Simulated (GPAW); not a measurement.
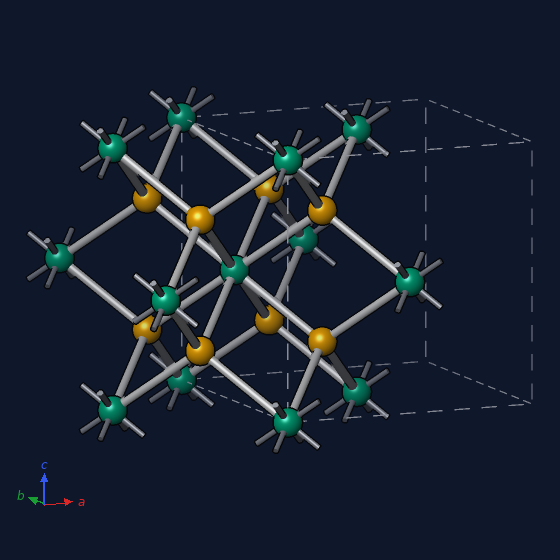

The picture shows a finite piece of the underlying net of a crystal structure, nodes on the atoms' positions. Nodes are coloured by topological kind. Short stubs are edges that leave the cut-out.

Question: Classify the net: periodicity, connectivity, name.

Answer: A binodal (4,8)-connected, three-periodic net. It is the flu net, known from fluorite.

Question: Give point symbol and coordination sequence of each kind of node.

Answer: 4-connected node: 4^6, sequence 4, 22, 24, 82; 8-connected node: 4^12.6^12.8^4, sequence 8, 12, 48, 42.

The net was derived as follows. System HfO₂ (space group Fm-3m, No. 225); source of the atomic positions: an entry of the Crystallography Open Database, as set up for an electronic-structure calculation. Bonds are taken as Hf–O below 2.5 Å; no other contact counts. The graph is simplified in the usual way: terminal and isolated atoms are pruned, two-connected atoms become edges. O is a 4-connected node; Hf is an 8-connected node, in the ratio 2:1.
